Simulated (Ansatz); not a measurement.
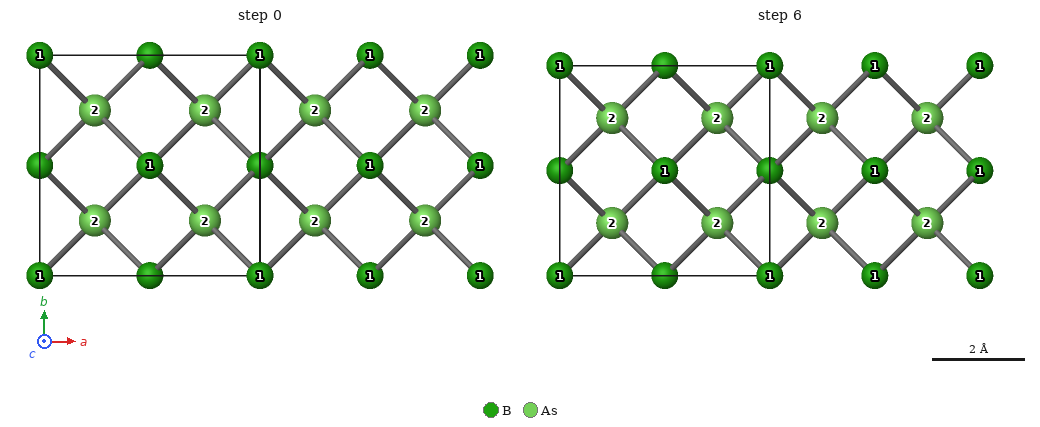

The structure of solid BAs (set up in F-43m) before (left) and after (right) a relaxation, at one scale.

The picture is a ball-and-stick view of the conventional cell (4 times the calculation's cell), repeated 2 × 1 × 1 with one cell outlined, seen along the c axis. Lengths and directions refer to the drawn axes.

Case: relaxed at 25 GPa.

Level of theory: Ansatz 0.2.0, DFT PBE, scalar-relativistic, plane waves, PAW.

The input:
```yaml
crystal:
  lattice:
    - [0.0, 2.4046443039, 2.4046443039]
    - [2.4046443039, 0.0, 2.4046443039]
    - [2.4046443039, 2.4046443039, 0.0]
  atoms:
    - { symbol: B, position: [0.0, 0.0, 0.0] }
    - { symbol: As, position: [0.75, 0.75, 0.75] }
basis:
  ecutwfc: 420
kpoints:
  mp_grid: { grid: [10, 10, 10] }
hamiltonian:
  xc: pbe
scf:
  occupations: { method: fixed }
output:
  forces: true
  stress: true
  eigenvalues: true
relax:
  adjacent_minimum: "off"
  f_tol: 0.001
  max_steps: 60
  cell: { stress_tol: 0.02, p_target: 25.0 }
```

Launched with:
```bash
ansatz run input.yaml --threads 1 --pin off --max-ram 3072MiB --backend cpu --events-out ev --progress --plain --runs-dir out
```

**Describe what moved and what it gained.**

After 4 accepted moves (6 points after the start) the energy has risen by 0.255 eV per cell of the calculation. With the target pressure of 25 GPa, the enthalpy E + pV changes by −0.320 eV per cell of the calculation. All forces vanish by symmetry, so only the cell relaxes. The pressure goes from 0.00 to 25.00 GPa. The SCF was repeated twice at an unchanged geometry on a basis and grid sized afresh for the cell, which shifted the energy by 1.5 meV per cell of the calculation at most. No atom moves by more than 0.005 Å relative to the cell. Cell: a = b = c 4.809 → 4.586 Å (−4.6 %). Volume −13.3 %. Near-neighbour distances that change, for instance: B1–As2 2.082 → 1.986 Å. The space group stays F-43m (No. 216).
